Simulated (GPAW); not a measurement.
# Se K ELNES/XANES of zinc-blende (ZnSe)₁₋ₓ(CdSe)ₓ at x = 1 from DFT, part 2 of 2

Aim: the Se K edge in zinc-blende (ZnSe)₁₋ₓ(CdSe)ₓ at x = 1, one member of a composition series.

GPAW 26.7.0; X-ray absorption from dipole matrix elements to empty bands, plane-wave PAW revPBE.

So far. Step 2 (The field without a hole): The mesh shows a gap of 0.76 eV. The excited electron is kept all the same, so that all members of the series, with or without a gap, are treated alike.

## 4. Spectrum with XCH, Se atom 2

The holes are 8.6 Å apart. In GPAW the data set carries the hole's charge, so charge=0 means a charged cell and charge=-1 a neutral one. The excited electron is kept in the cell, where it fills the lowest empty states and screens the hole. After the field has converged, empty bands are computed with the density fixed and the dipole matrix elements are summed.

The absorber has 4 Cd at 2.62 Å (tetrahedral).

Contents of xas.py:

```python
import numpy as np
from ase import Atoms
from ase.parallel import parprint, paropen
from gpaw import GPAW, PW, FermiDirac, Mixer, MixerDif, setup_paths
from gpaw.test import gen
setup_paths.insert(0, '.')
gen('Se', name='fch1s', xcname='revPBE', corehole=(1, 0, 1), write_xml=True)
from gpaw.mpi import world
world.barrier()

atoms = Atoms('CdSeCdSeCdSeCdSeCdSeCdSeCdSeCdSe',
    cell=[[0, 6.05, 6.05],
     [6.05, 0, 6.05],
     [6.05, 6.05, 0]],
    scaled_positions=[[0, 0, 0],
     [0.125, 0.125, 0.125],
     [0, 0, 0.5],
     [0.125, 0.125, 0.625],
     [0, 0.5, 0],
     [0.125, 0.625, 0.125],
     [0, 0.5, 0.5],
     [0.125, 0.625, 0.625],
     [0.5, 0, 0],
     [0.625, 0.125, 0.125],
     [0.5, 0, 0.5],
     [0.625, 0.125, 0.625],
     [0.5, 0.5, 0],
     [0.625, 0.625, 0.125],
     [0.5, 0.5, 0.5],
     [0.625, 0.625, 0.625]],
    pbc=True)
atoms.calc = calc = GPAW(legacy_gpaw=True, mode=PW(400, force_complex_dtype=True), xc='revPBE', setups={1: 'fch1s'},
    kpts={'size': (3, 3, 3), 'gamma': True}, occupations=FermiDirac(0.04),
    charge=-1, mixer=Mixer(0.1, 5, 50), maxiter=150,
    convergence={'density': 0.0001, 'eigenstates': 1e-6}, txt='scf.txt')
energy = atoms.get_potential_energy() + calc.get_reference_energy()
ef = calc.get_fermi_level()
out = dict(energy=energy, fermi=ef, forces=atoms.get_forces().tolist())
parprint(f'all-electron energy {energy:.4f} eV, Fermi level {ef:.4f} eV')
ev = np.array([[calc.get_eigenvalues(k, s) for k in range(len(calc.get_ibz_k_points()))] for s in range(calc.get_number_of_spins())])
out['homo'], out['lumo'], out['counts'] = ev[ev < ef].max(), ev[ev > ef].min(), sorted(set((ev < ef).sum((0, 2)).tolist()))
out['filled'] = (ev[:, 0] < ef).sum(1).tolist()

from ase.units import Ha
from gpaw.xas import dipole_matrix_elements
nb = int(calc.get_number_of_electrons() / 2) + 226
top, nb = nb, nb + 8 + nb // 12
nscf = calc.fixed_density(kpts={'size': (4, 4, 4), 'gamma': True}, nbands=nb,
    convergence={'bands': top, 'eigenstates': 5e-3}, maxiter=60, txt='nscf.txt')
cell = atoms.cell.array
ops = [cell.T @ U.T @ np.linalg.inv(cell.T) for U in nscf.wfs.kd.symmetry.op_scc]
filled = [72]  # bands filled in the ground state, by spin
E = np.arange(-6, 30, 0.1)
fwhm = np.interp(E, [4, 25], [2.33, 3.5])
Y, X, zero, highest = 0, 0, 1e9, 1e9
for spin in range(nscf.get_number_of_spins()):
    wfs = nscf.wfs
    mine = wfs.bd.get_slice()  # this rank's bands
    A = dipole_matrix_elements(wfs.setups[1])
    eps = np.zeros((wfs.kd.nibzkpts, nb))
    d = np.zeros((3, A.shape[1], wfs.kd.nibzkpts, nb), complex)
    for kpt in wfs.kpt_u:
        if kpt.s == spin and 1 in kpt.P_ani:
            eps[kpt.k, mine] = kpt.eps_n * Ha
            d[:, :, kpt.k, mine] = (kpt.weight * wfs.nspins / 2) ** 0.5 * np.inner(A, kpt.P_ani[1])
    world.sum(eps)
    world.sum(d)
    T = np.einsum('amkn,bmkn->abkn', d, d.conj()).real
    T = sum(np.einsum('ai,ijkn,bj->abkn', R, T, R) for R in ops) / len(ops)
    empty = np.ones_like(eps, bool) & (np.arange(nb) >= filled[spin])
    zero, highest = min(zero, eps[empty].min()), min(highest, eps[:, top - 1].min())
    lines = [(eps, T, empty)] if spin == 0 else lines + [(eps, T, empty)]
for eps, T, empty in lines:
    f = np.einsum('aakn->akn', T).reshape(3, -1)
    x = eps.ravel() - zero
    w = np.interp(x, E, fwhm) / 2.35482
    g = np.exp(-0.5 * ((E[:, None] - x) / w) ** 2) / (w * (2 * np.pi) ** 0.5)
    Y = Y + (f * empty.ravel()) @ g.T
    X = X + (f * ~empty.ravel()) @ g.T
out.update(E=E.round(2).tolist(), xas=Y.tolist(), xes=X.tolist(), zero=zero, valid=highest - zero, nk=len(eps), nb=nb)
for i in range(0, len(E), 10):
    parprint(f'{E[i]:7.2f}', *(f'{v:10.3e}' for v in Y[:, i]))
import json
with paropen('out.json', 'w') as f:
    json.dump(out, f)
```

On the command line:

```
$ OMP_NUM_THREADS=1 mpirun -n 4 gpaw python xas.py
```

Numbers of over 12 decimals in the logs are rounded to 6 here.

Output:

```text
Input parameters:
  charge: -1
  convergence: {density: 0.0001,
                eigenstates: 1e-06}
  kpts: {gamma: True,
         size: (3, 3, 3)}
  maxiter: 150
  mixer: {backend: pulay,
          beta: 0.1,
          method: separate,
          nmaxold: 5,
          weight: 50}
  mode: {ecut: 400.0,
         force_complex_dtype: True,
         name: pw}
  occupations: {fixmagmom: False,
                name: fermi-dirac,
                width: 0.04}
  setups: {1: fch1s}
  xc: revPBE

Initialize ...

[... PAW data sets ...]

Reference energy: -1733595.370731  # eV

Spin-paired calculation

[... convergence settings ...]
Symmetries present (total): 6
  [... symmetry matrices ...]

27 k-points: 3 x 3 x 3 Monkhorst-Pack grid
6 k-points in the irreducible part of the Brillouin zone
       k-points in crystal coordinates                weights
   0:     0.00000000    0.00000000    0.00000000          1/27
   1:     0.33333333    0.00000000   -0.33333333          6/27
   2:     0.33333333    0.00000000    0.00000000          6/27
   3:     0.33333333    0.33333333   -0.33333333          6/27
   4:     0.33333333    0.33333333    0.00000000          6/27
   5:     0.33333333    0.33333333    0.33333333          2/27

Wave functions: Plane wave expansion
  Cutoff energy: 400.000 eV
  Number of coefficients (min, max): 7991, 8080
  Pulay-stress correction: 0.000000 eV/Ang^3 (de/decut=0.000000)
  Using FFTW library
  Wavefunction extrapolation:
    Improved wavefunction reuse through dual PAW basis

Occupation numbers: Fermi-Dirac:
  width: 0.0400  # eV

Eigensolver
   Davidson(niter=2)

Densities:
  Coarse grid: 40*40*40 grid
  Fine grid: 80*80*80 grid
  Total Charge: 0.000000

Density mixing:
  Method: separate
  Backend: pulay
  Linear mixing parameter: 0.1
  old densities: 5
  Width of damping distribution: 1.1
  Damping of long wavelength oscillations: 50

[... Hamiltonian set-up ...]
Number of atoms: 16
Number of atomic orbitals: 104
Number of bands in calculation: 91
Number of valence electrons: 145
Bands to converge: occupied

... initialized

Initializing position-dependent things.

Density initialized from atomic densities
Creating initial wave functions:
  91 bands from LCAO basis set

                              Se
                     Se
                         Cd
                       Se
                Cd
             Se             Se
                  Cd
                   Se
         Cd             Cd
                     Se
              Cd
            Se
                Cd
       Cd

Atomic positions and initial magnetic moments

Positions:
   0 Cd     0.000000    0.000000    0.000000    ( 0.0000,  0.0000,  0.0000)
   1 Se     1.512500    1.512500    1.512500    ( 0.0000,  0.0000,  0.0000)
   2 Cd     3.025000    3.025000    0.000000    ( 0.0000,  0.0000,  0.0000)
   3 Se     4.537500    4.537500    1.512500    ( 0.0000,  0.0000,  0.0000)
   4 Cd     3.025000    0.000000    3.025000    ( 0.0000,  0.0000,  0.0000)
   5 Se     4.537500    1.512500    4.537500    ( 0.0000,  0.0000,  0.0000)
   6 Cd     6.050000    3.025000    3.025000    ( 0.0000,  0.0000,  0.0000)
[...]
13 Se     4.537500    4.537500    7.562500    ( 0.0000,  0.0000,  0.0000)
  14 Cd     6.050000    6.050000    6.050000    ( 0.0000,  0.0000,  0.0000)
  15 Se     7.562500    7.562500    7.562500    ( 0.0000,  0.0000,  0.0000)

Unit cell:
           periodic     x           y           z      points  spacing
  1. axis:    yes    0.000000    6.050000    6.050000    40     0.1746
  2. axis:    yes    6.050000    0.000000    6.050000    40     0.1746
  3. axis:    yes    6.050000    6.050000    0.000000    40     0.1746

  Lengths:   8.555992   8.555992   8.555992
  Angles:   60.000000  60.000000  60.000000

Effective grid spacing dv^(1/3) = 0.1906

iter:   1   -53.771870
iter:   2   -51.729305   -2.00  -1.20
iter:   3   -48.818961   -1.14  -1.27
iter:   4   -48.810496   -2.98  -1.59
iter:   5   -48.834624c  -2.78  -1.61
iter:   6   -48.753033   -3.05  -2.23
iter:   7   -48.746212   -3.43  -2.35
iter:   8   -48.744372c  -4.48  -2.89
iter:   9   -48.744614c  -4.56  -3.07
iter:  10   -48.744412c  -5.31  -3.18
iter:  11   -48.744413c  -6.54c -3.50
iter:  12   -48.744470c  -6.02c -3.56
iter:  13   -48.744468c  -6.83c -3.92
iter:  14   -48.744469c  -7.06c -4.03c

Converged after 14 iterations.

Dipole moment: (-26.587723, -26.587723, -26.587723) |e|*Ang

Energy contributions relative to reference atoms: (reference = -1733595.370731)

Kinetic:       +219.389186
Potential:     -200.478775
External:        +0.000000
XC:             -68.537116
Entropy (-ST):   -0.016017
Local:           +0.890245
SIC:             +0.000000
--------------------------
Free energy:    -48.752478
Extrapolated:   -48.744469

Showing only first 2 kpts
 Kpt  Band  Eigenvalues  Occupancy
  0    70      3.89220    2.00000
  0    71      3.89220    2.00000
  0    72      4.45639    2.00000
  0    73      6.13702    1.31897

  1    70      2.98555    2.00000
  1    71      3.55485    2.00000
  1    72      6.57866    0.00006
[...]
Fermi level: 6.16346

No gap
No difference between direct/indirect transitions

Forces in eV/Ang:
  0 Cd   -0.56094   -0.56094   -0.56094
  1 Se    0.00002    0.00002    0.00002
  2 Cd    0.56096    0.56096   -0.56095
  3 Se   -0.00002   -0.00002    0.03480
  4 Cd    0.56096   -0.56095    0.56096
  5 Se   -0.00002    0.03480   -0.00002
  6 Cd    0.04214   -0.04210   -0.04210
[...]
13 Se   -0.00003   -0.00003   -0.03484
 14 Cd    0.04213    0.04213    0.04213
 15 Se   -0.00006   -0.00006   -0.00006
Scalar-relativistic atomic revPBE calculation for Se (Selenium, Z=34)
Core hole in 1s state (1s occupation: 1.0)
600 radial gridpoints.
|------------------------------------------------|
|------------------------------------------------|
[... the atom generator's iteration count ...]

Energy contributions:
-------------------------
Kinetic:    +1995.481574
XC:           -77.482639
Potential:  -3880.559657
-------------------------
Total:      -1962.560722

state      eigenvalue         ekin         rmax
-----------------------------------------------
1s^1.0 :  -474.677942   596.411018        0.029
2s^2.0 :   -62.893961   119.786899        0.161
2p^6.0 :   -56.458666   117.817713        0.128
3s^2.0 :    -8.982518    28.659067        0.489
3p^6.0 :    -6.776275    26.373243        0.482
3d^10.0:    -2.886747    21.574641        0.430
4s^2.0 :    -1.097571     4.389186        1.424
4p^4.0 :    -0.642289     3.127028        1.630
-----------------------------------------------
(units: Bohr and Hartree)

Generating PAW setup
Kinetic energy of the core from tauc = 1996.649914
Cutoffs:
rc(s)=1.600
rc(p)=1.900
rc(d)=1.600
rc(vbar)=1.440
rc(comp)=1.600
rc(nct)=1.900

Kinetic energy of the core states: 1974.195091
Charge: 1.0
Core electrons: 27.0
Valence electrons: 6.0
Pseudo-core charge: 0.682407
Shape function alpha=3.906
Pseudo-electron charge 7.106942
state    eigenvalue         norm
--------------------------------
4s(2) :    -1.097571     1.139353
*s    :    -0.097571
4p(4) :    -0.642289     1.036457
*p    :     0.357711
*d    :     0.000000
--------------------------------

Diagonalizing with gridspacing h=0.050

state   all-electron     PAW
-------------------------------
4s:      -1.097571    -1.098211
4p:      -0.642289    -0.642865
*d:                   -0.134155
*f:                   -0.020051
-------------------------------
all-electron energy -1733644.1152 eV, Fermi level 6.1635 eV
[...]
27.00  8.028e-08  8.028e-08  8.028e-08
  28.00  8.647e-08  8.647e-08  8.647e-08
  29.00  9.290e-08  9.290e-08  9.290e-08
```

It took 4.3 min on 4 MPI ranks of Arm Neoverse V2, shared host; peak memory 0.65 GiB; 17 min of CPU time.

The Se K spectrum, Se atom 2, excited-electron core hole (neutral cell) (energy from the bottom of the conduction band, which holds the excited electron; intensity scaled to a mean of 1 over the first 20 eV):

```csv
E (eV),intensity
-2.0,0.00
-0.5,0.04
1.0,0.39
2.5,1.22
4.0,1.46
5.5,1.46
7.0,1.44
8.5,1.04
10.0,0.61
11.5,0.58
13.0,0.96
14.5,1.16
16.0,1.05
17.5,0.87
19.0,0.84
20.5,0.95
22.0,1.03
23.5,1.10
25.0,1.04
26.5,0.97
28.0,1.06
29.5,1.16
```

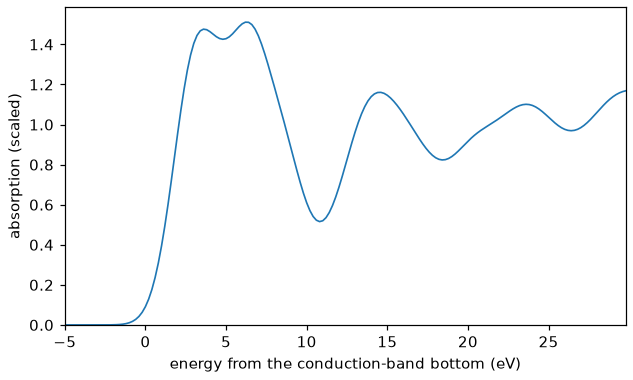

The Se K edge, Se atom 2, excited-electron core hole (neutral cell): main maxima at 3.6, 6.2 and 14.6 eV.

Main maxima below 29 eV (height): 3.6 eV (1.48), 6.2 eV (1.51), 14.6 eV (1.16) and 23.6 eV (1.10). A K edge sees empty p states on the absorber.

The energy difference (zero at 12695 eV) isn't read as a photon energy: for so heavy an absorber the terms left out (the hole's spin, the functional's error) amount to tens of eV or more.

## 5. Results

- absorber and edge: Se K, atom 2 of the ground-state input (counted from 1)
- surroundings: 4 Cd at 2.62 Å (tetrahedral)
- highest intensity below 24 eV: 6.2 eV above the zero, height 1.51

**Reading.** The Se K edge of atom 2, with 4 Cd at 2.62 Å (tetrahedral), has its highest intensity of the first 24 eV at 6.2 eV above the zero, 1.5 times the mean level of the first 20 eV (Gaussian full width 2.33 eV up to 4 eV, rising linearly to 3.5 eV at 25 eV). The script folds with a Gaussian, whereas the core hole's own line is a Lorentzian, so the onset is too steep and the first peak too high.

[Banner, clock and machine lines of the logs are left out without a mark of their own.]

[Logs are printed without paths, hosts, clocks, repeated set-up lines and the standing remarks that a program may print on its own settings, such as how far it seeks lower states.]

[Hosts, paths, dates, database ids (printed as entryN), source tags and the programs' standing remarks are cut or masked in the printed files.]

[Lists of maxima count a maximum above −3 eV only where it reaches 4 % of the highest in the window and stands out from its surroundings by 2 % of it (1.5 % where it reaches 55 %); shoulders and weaker maxima are passed over, and of the rest the first, up to two pre-edge ones and the few strongest are named.]
